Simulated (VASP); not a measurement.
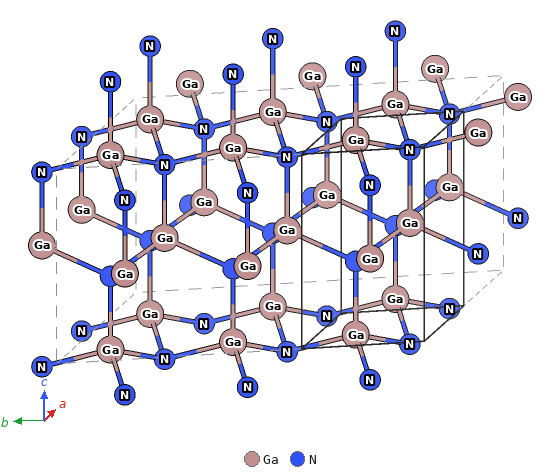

The compound is GaN (space group P6_3mc, No. 186), taken as the geometry relaxed with VASP 6.6.1, VASP Kohn-Sham DFT of a periodic cell, PBEsol, VASP PAW PBE potentials, recommended.

Bonds are taken as Ga–N below 2.2 Å. The graph is simplified in the usual way: terminal and isolated atoms are pruned, two-connected atoms become edges.

**What kind of net remains, and which atoms are its nodes?**

A uninodal 4-connected, three-periodic net: Ga and N are 4-connected nodes.

**Which named net is it?**

It is the lon net, known from lonsdaleite, wurtzite and tridymite.

**Is the net interpenetrated?**

It is a single net, without interpenetration.

**Give the first six terms of the coordination sequence (nodes one, two, three … edges away).**

Ga and N: 4, 12, 25, 44, 67, 96.

The simplified net, drawn on the atoms' positions. Nodes are coloured by element. Short stubs are edges that leave the cut-out.

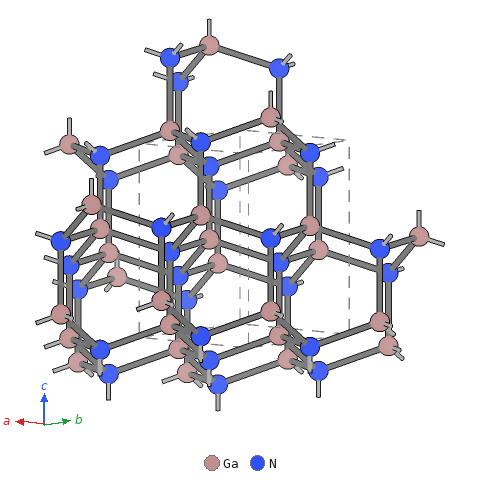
